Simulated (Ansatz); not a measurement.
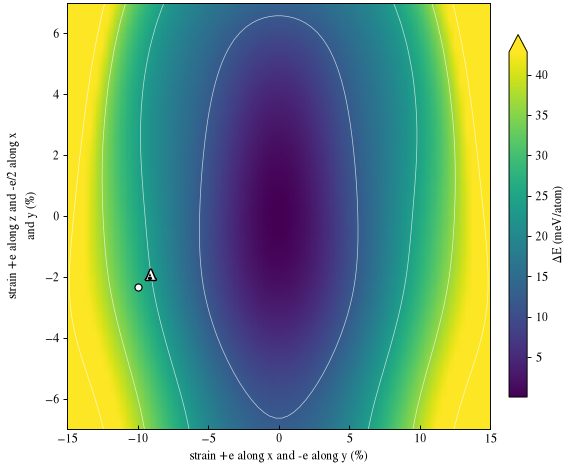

Bi (Im-3m, No. 229; 1 atom in the cell). 
- The energy is mapped over two homogeneous strains (x, y and z along the cube axes).
- Coordinates scanned: (1) strain +e along x and -e along y; (2) strain +e along z and -e/2 along x and y.
- Nothing is relaxed (symmetry fixes all fractional coordinates).
- The grid has 7 × 7 points; 28 points were computed and 21 follow by symmetry.
- Points are written as (first, second).
- All energies are given in meV/atom relative to the lowest grid point.
- All numbers below come from Ansatz, DFT PBEsol+D3(BJ), scalar-relativistic, plane waves, PAW. Settings: cutoff 420 eV, k-mesh 16×16×16, gaussian smearing 0.15 eV, no spin polarisation.

The picture shows a smooth colour map with a few white contour lines, one colour for all values above the top of the scale, the point A. Between grid points the surface is interpolated.

**Which way does the force act at A, and how strong is it?**

A, at (−10 %, −2.33 %), is not a stationary point. The computed force is 3.5 meV/atom for each 1 % towards larger values of the first coordinate and 1.5 meV/atom for each 1 % towards larger values of the second coordinate.
